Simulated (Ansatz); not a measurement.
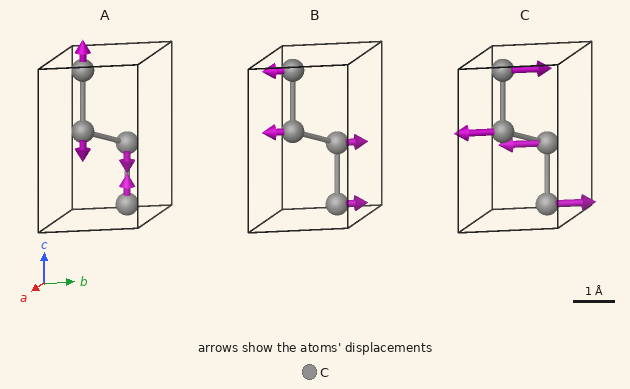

Modes of solid C relaxed at 15 GPa, space group P6₃/mmc (No. 194), at the zone centre (one member of each degenerate set). Displacements are drawn as purple arrows; their common scale and sign are arbitrary. The picture is a ball-and-stick view of the cell of the calculation, seen slightly off an axis.

These are results of Ansatz, DFT PBEsol, scalar-relativistic, plane waves, PAW, not measurements.

Frequencies are those without the non-analytic (LO–TO) term.

Which are infrared-active and which Raman-active?

A is B₂u, silent by symmetry (neither infrared- nor Raman-active) (1112 cm⁻¹). B is E₂g, Raman-active by symmetry (1245 cm⁻¹). C is E₂u, silent by symmetry (neither infrared- nor Raman-active) (526 cm⁻¹). The crystal has a centre of inversion, so no mode is both.
